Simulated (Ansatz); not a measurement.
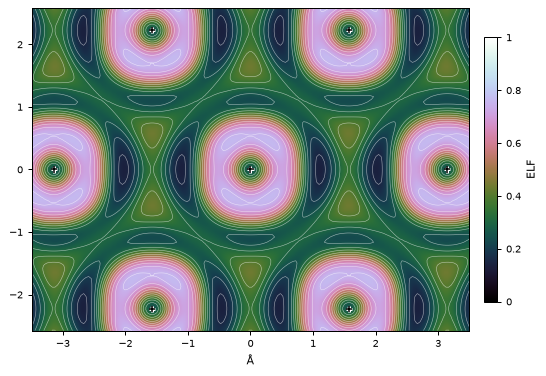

The ELF on a plane through atoms (crosses mark nuclei in the plane).

Method: DFT PBE, scalar-relativistic, plane waves, PAW (Ansatz).

Candidates:
A. Mo, a = 3.15 Å, b = 3.15 Å, c = 3.15 Å, α = 90.00°, β = 90.00°, γ = 90.00°. Space group Im-3m; computed without spin polarisation.
B. Pt, a = 3.97 Å, b = 3.97 Å, c = 3.97 Å, α = 90.00°, β = 90.00°, γ = 90.00°. Space group Fm-3m; a generated structure, not necessarily the stable one.

Q: Which candidate gave the map?

A: Candidate A: Mo on the (110) plane of the conventional cell, which holds Mo. Mo–Mo (2.73 Å): the ELF is about 0.30 at the midpoint.
